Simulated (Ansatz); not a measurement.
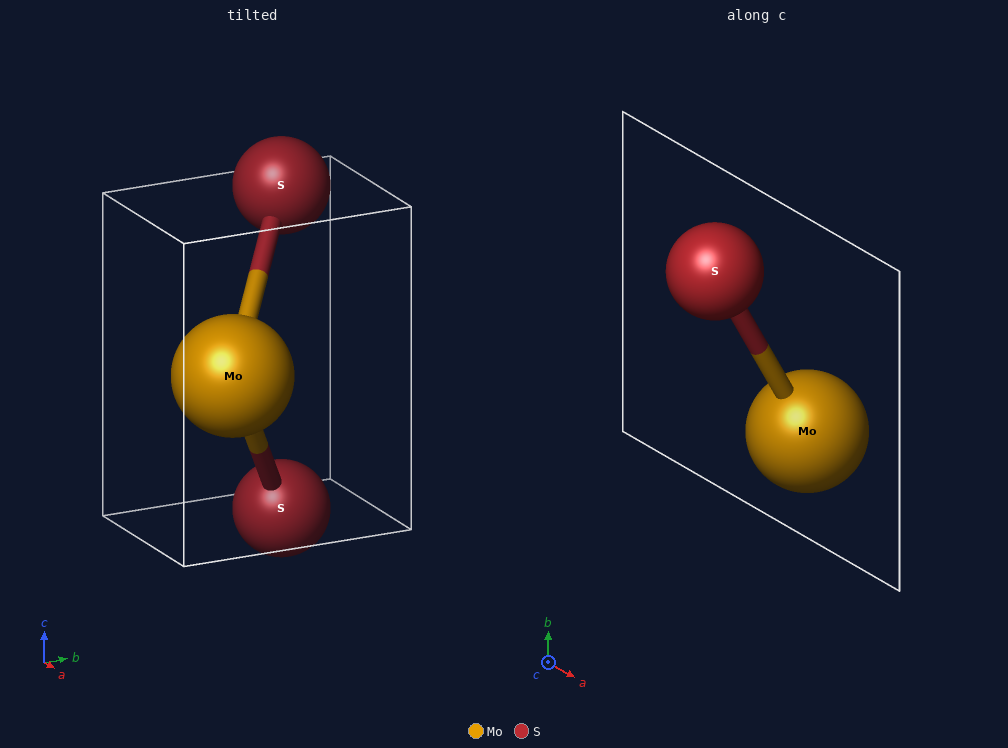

The figure gives a ball-and-stick picture of the atoms, viewed slightly off an axis and along the c axis. Atoms at the boundary of the conventional unit cell (the box) are drawn once for each face, edge or corner they touch. Cell: a = 3.21 Å, b = 3.21 Å, c = 3.28 Å, α = 90.00°, β = 90.00°, γ = 120.00°.

The model was built from a structure type filled with these elements by a generator (whether the compound takes this form wasn't checked). Earlier steps of the study, as a rule a relaxation of our own, may have changed the cell and positions, so they can lie some per cent off the listed ones. A calculation with Ansatz used it as input.

Q: What can be read from this drawing?

A: It has the composition MoS. Its lattice is primitive hexagonal, its space group P-6m2 (No. 187). Among the common structure types it is tungsten carbide (WC) type. Content of the cell: 1 Mo, 1 S (Z = 1). The coordination shell of Mo holds six S in a trigonal prismatic arrangement at about 2.5 Å. The S atoms are each bonded to six Mo in a trigonal prismatic arrangement at about 2.5 Å. Not all metal-metal contacts are counted. The bonds build a three-dimensional framework.

Level of theory: Ansatz, DFT PBE, scalar-relativistic, plane waves, PAW. Settings were a basis cut at 420 eV, k-grid 18×18×18, Gaussian smearing of 0.1 eV, no spin polarisation.

Q: Classify it as metallic or gapped, with the value.

A: A metal: bands cross the Fermi level.

Q: What does a Bader analysis give?

A: Mo +0.95 e; S -0.95 e.

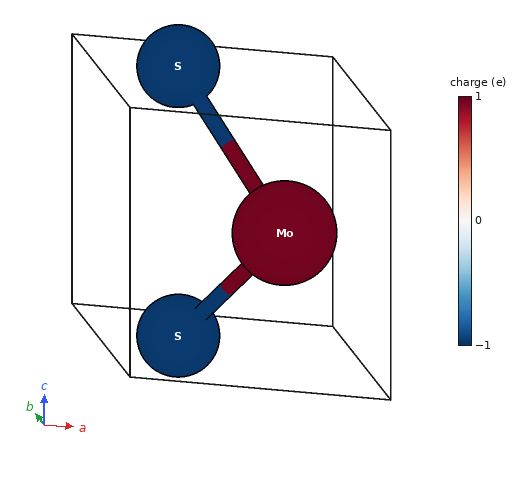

The atoms coloured by those charges. The run's cell of 2 atoms is drawn.

Q: Do the forces and the stress vanish for this geometry?

A: Yes. All forces vanish to within 0.01 eV/Å. The pressure is 0.0 GPa, close to zero.
